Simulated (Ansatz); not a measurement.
## What a change does: single-point calculation on Al2Cu

System: Al2Cu (3 atoms in the cell).
Method of the first run: DFT PBE, scalar-relativistic, plane waves, PAW, no spin polarisation (Ansatz 0.2.0).

The structure derives from a Materials Project entry. Text and figures count atoms from 1; the logs count them from 0 in places.

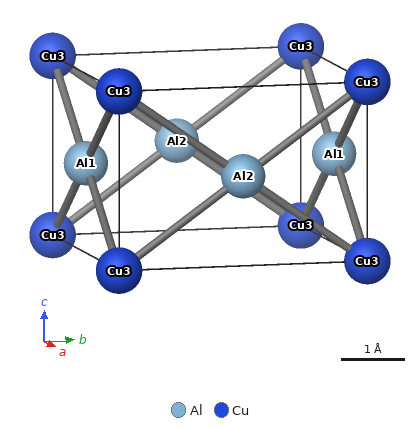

The structure (ball-and-stick view of the cell of the calculation, seen slightly off an axis; atoms are numbered from 1 in the order of the input). An atom can appear more than once, as a periodic image. Near neighbours in the periodic cell (some may lie outside the picture): Al has 4 Cu at 2.51 Å; Cu has 8 Al at 2.51 Å.

## The input, the first run
```yaml
crystal:
  lattice:
    - [4.105182, 0.0, 0.0]
    - [0.0, 4.105182, 0.0]
    - [0.0, 0.0, 2.891313]
  atoms:
    - { symbol: Al, position: [0.5, 0.0, 0.5] }
    - { symbol: Al, position: [0.0, 0.5, 0.5] }
    - { symbol: Cu, position: [0.0, 0.0, 0.0] }
basis:
  ecutwfc: 420
kpoints:
  mp_grid: { grid: [10, 10, 14] }
hamiltonian:
  xc: pbe
scf:
  occupations: { method: gaussian, width: 0.1 }
output:
  forces: true
  stress: true
  eigenvalues: true
```

Command:
```bash
ansatz run input.yaml --threads 1 --pin off --max-ram 2560MiB --backend cpu --events-out ev --progress --plain --runs-dir out
```

Hardware: 1 thread of Intel Xeon @ 2.50GHz (Skylake/Cascade Lake), 189 GiB of memory available, shared host.

## Output, shortened to warnings, some set-up lines, iterations and results (the first run)
```
Basis set: ecut = 420 eV, 945 PW (Γ), exchange–correlation on 60×60×40 points (8 copies of the dense FFT grid, shifted against one another)
Symmetry: 16 space group operations
k-points: 168 of 1400
Initial density: superposition of atomic densities (neutral atoms: chi_scale 0, normalization atom), corrected by the library's trained network
[...]
SCF iter   1: F=—  HF=-7700.272614 eV  |F-HF|=—  |Δ(HF+E_count)|=         —  Δρ=5.19e-3  dr2=1.19e-2  ethr=1.77e-3  ⟨swp⟩=5.2  Hψ=14427  notcnv=0
SCF iter   2: F=—  HF=-7700.271178 eV  |F-HF|=—  |Δ(HF+E_count)|=   1.44e-3  Δρ=1.20e-3  dr2=1.52e-3  ethr=4.75e-5  ⟨swp⟩=2.0  Hψ=5162  notcnv=0
SCF iter   3: F=—  HF=-7700.270862 eV  |F-HF|=—  |Δ(HF+E_count)|=   3.16e-4  Δρ=1.03e-3  dr2=8.88e-4  ethr=6.09e-6  ⟨swp⟩=2.0  Hψ=4048  notcnv=0
SCF iter   4: F=—  HF=-7700.270719 eV  |F-HF|=—  |Δ(HF+E_count)|=   1.43e-4  Δρ=2.85e-4  dr2=5.87e-5  ethr=3.55e-6  ⟨swp⟩=2.2  Hψ=3629  notcnv=0
SCF iter   5: F=—  HF=-7700.270816 eV  |F-HF|=—  |Δ(HF+E_count)|=   9.70e-5  Δρ=8.34e-5  dr2=2.86e-6  ethr=2.35e-7  ⟨swp⟩=2.3  Hψ=4002  notcnv=0
SCF iter   6: F=—  HF=-7700.270819 eV  |F-HF|=—  |Δ(HF+E_count)|=   2.86e-6  Δρ=2.81e-5  dr2=6.81e-7  ethr=1.14e-8  ⟨swp⟩=2.0  Hψ=3936  notcnv=0
SCF iter   7: F=-7700.270819 eV  HF=-7700.270819 eV  |F-HF|=1.49e-8  |Δ(HF+E_count)|=   1.25e-7  Δρ=6.48e-6  dr2=3.05e-8  ethr=4.00e-10  ⟨swp⟩=3.9  Hψ=11655  notcnv=0
SCF 1 converged in 7 iterations: F = -7700.270819 eV  dr2 = 3.05e-8
SCF converged after 7 iterations
Free energy (F): -7700.270819 eV
Harris-Foulkes:  -7700.270819 eV  (|F-HF|=1.49e-8)
Internal energy: -7700.266239 eV  (E = F + TS)
E sigma→0 (E₀):  -7700.268529 eV
Entropy (-TS):   -0.004580 eV (-1.527 meV/atom)
Fermi energy:    9.304940 eV
--- Per-component energies (eV) ---
  E_band       = -497.612545
  E_kinetic    = 345.080243
  E_local      = -6177.822842  (includes V_loc(G=0)·N_el)
  E_nonlocal   = 404.711183
  E_hartree    = 2777.640355
  E_xc         = -169.432446
  E_vxc        = -174.087685  (∫ρ·V_xc dr)
  E_paw        = -2592.962775  (= ΣΔE_a)
  E_vpaw       = -450.772151  (= ΣTr[D̂ρ^β])
  E_aug_tail   = 0.000258  (compensation charges beyond the density's cutoff)
  E_ewald      = -2287.480215
  E_smearing   = -0.004580  (= −TS)
  E_closure    = 0.000000  (closes the sum)
  Σ components = -7700.270819   (vs F -7700.270819, Δ=0.00e0)
--- Forces (eV/Å), atoms counted from 1 ---
  atom   1  Al     0.00000000     0.00000000     0.00000000
  atom   2  Al     0.00000000    -0.00000000     0.00000000
  atom   3  Cu     0.00000000    -0.00000000     0.00000000
  max |Σ_I F_I| component: 3.16e-30 eV/Å
--- Stress (GPa, compression-positive) ---
        0.685665       0.000000       0.000000
        0.000000       0.685665       0.000000
        0.000000       0.000000       0.166324
  P = ⅓ Tr σ = 0.5126 GPa (5.126 kbar)
```

The input of the second run differs as follows (lines with − go, lines with + come):
```diff
-  xc: pbe
+  xc: lda
```

What does this change do to the results?

The total energies belong to different methods, so their difference says nothing on which is more stable or more accurate. The pressure goes from 0.51 to −5.12 GPa. The functional changes from PBE to LDA. Along LDA, PBEsol, PBE and RPBE the binding weakens and the preferred volume grows, so the same cell is under more pressure with the later ones. The number of SCF iterations is the same.

## Output, shortened to warnings, some set-up lines, iterations and results (the second run)
```
Basis set: ecut = 420 eV, 945 PW (Γ)
Symmetry: 16 space group operations
k-points: 168 of 1400
Initial density: superposition of atomic densities (neutral atoms: chi_scale 0, normalization atom), corrected by the library's trained network
[...]
SCF iter   1: F=—  HF=-7581.593148 eV  |F-HF|=—  |Δ(HF+E_count)|=         —  Δρ=1.21e-2  dr2=3.32e-2  ethr=1.77e-3  ⟨swp⟩=5.2  Hψ=14565  notcnv=0
SCF iter   2: F=—  HF=-7581.586076 eV  |F-HF|=—  |Δ(HF+E_count)|=   7.07e-3  Δρ=2.18e-3  dr2=2.58e-3  ethr=1.33e-4  ⟨swp⟩=2.0  Hψ=5938  notcnv=0  defer=29
SCF iter   3: F=—  HF=-7581.585506 eV  |F-HF|=—  |Δ(HF+E_count)|=   5.70e-4  Δρ=1.75e-3  dr2=1.09e-3  ethr=1.03e-5  ⟨swp⟩=2.2  Hψ=3673  notcnv=0  defer=29
SCF iter   4: F=—  HF=-7581.585211 eV  |F-HF|=—  |Δ(HF+E_count)|=   2.95e-4  Δρ=3.41e-4  dr2=7.39e-5  ethr=4.37e-6  ⟨swp⟩=1.1  Hψ=2818  notcnv=0  defer=29
SCF iter   5: F=—  HF=-7581.585186 eV  |F-HF|=—  |Δ(HF+E_count)|=   2.47e-5  Δρ=4.19e-5  dr2=1.79e-6  ethr=2.96e-7  ⟨swp⟩=2.1  Hψ=3818  notcnv=0  defer=29
SCF iter   6: F=—  HF=-7581.585186 eV  |F-HF|=—  |Δ(HF+E_count)|=   1.58e-7  Δρ=2.45e-5  dr2=4.45e-7  ethr=7.14e-9  ⟨swp⟩=2.2  Hψ=4119  notcnv=0  defer=29
SCF iter   7: F=-7581.585186 eV  HF=-7581.585186 eV  |F-HF|=2.13e-9  |Δ(HF+E_count)|=   4.80e-8  Δρ=5.13e-6  dr2=1.60e-8  ethr=4.00e-10  ⟨swp⟩=3.8  Hψ=11012  notcnv=0
SCF 1 converged in 7 iterations: F = -7581.585186 eV  dr2 = 1.60e-8
SCF converged after 7 iterations
Free energy (F): -7581.585186 eV
Harris-Foulkes:  -7581.585186 eV  (|F-HF|=2.13e-9)
Internal energy: -7581.580717 eV  (E = F + TS)
E sigma→0 (E₀):  -7581.582951 eV
Entropy (-TS):   -0.004469 eV (-1.490 meV/atom)
Fermi energy:    9.055848 eV
--- Per-component energies (eV) ---
  E_band       = -500.607037
  E_kinetic    = 345.907285
  E_local      = -6185.272317  (includes V_loc(G=0)·N_el)
  E_nonlocal   = 410.972408
  E_hartree    = 2777.675045
  E_xc         = -168.191244
  E_vxc        = -174.761570  (∫ρ·V_xc dr)
  E_paw        = -2475.752967  (= ΣΔE_a)
  E_vpaw       = -452.797291  (= ΣTr[D̂ρ^β])
  E_aug_tail   = 0.000195  (compensation charges beyond the density's cutoff)
  E_ewald      = -2287.480215
  E_core_change = 0.561093  (= ΣΔE_core)
  E_smearing   = -0.004469  (= −TS)
  E_closure    = 0.000000  (closes the sum)
  Σ components = -7581.585186   (vs F -7581.585186, Δ=0.00e0)
--- Forces (eV/Å), atoms counted from 1 ---
  atom   1  Al     0.00000000     0.00000000     0.00000000
  atom   2  Al    -0.00000000     0.00000000     0.00000000
  atom   3  Cu     0.00000000     0.00000000     0.00000000
  max |Σ_I F_I| component: 3.67e-30 eV/Å
--- Stress (GPa, compression-positive) ---
       -4.808304       0.000000       0.000000
        0.000000      -4.808304       0.000000
        0.000000       0.000000      -5.742985
  P = ⅓ Tr σ = -5.1199 GPa (-51.199 kbar)
```

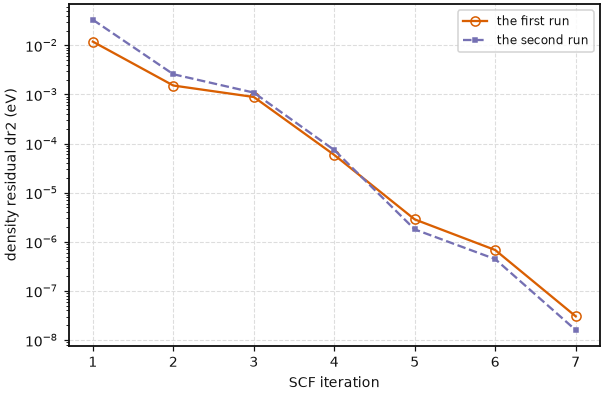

Convergence of the two runs: density residual dr2 against the SCF iteration. The first run takes 7 iterations in all, and the second run takes 7.

## The two runs side by side

| quantity | the first run | the second run |
| --- | --- | --- |
| outcome | converged | converged |
| free energy per atom (eV) | −2566.7569 | −2527.1951 |
| energy per atom, smearing taken to zero (eV) | −2566.7562 | −2527.1943 |
| gap on the mesh (eV) | 0.00 | 0.00 |
| pressure (GPa) | 0.51 | −5.12 |
| largest force (eV/Å) | 0.000 | 0.000 |
| SCF iterations | 7 | 7 |
| irreducible k-points | 168 | 168 |
| plane waves at Γ | 945 | 945 |
| wall time (shared host) | 17 s | 17 s |

For the second run: The cell is under a tension of 5.1 GPa at this level, so it is not at its equilibrium volume.
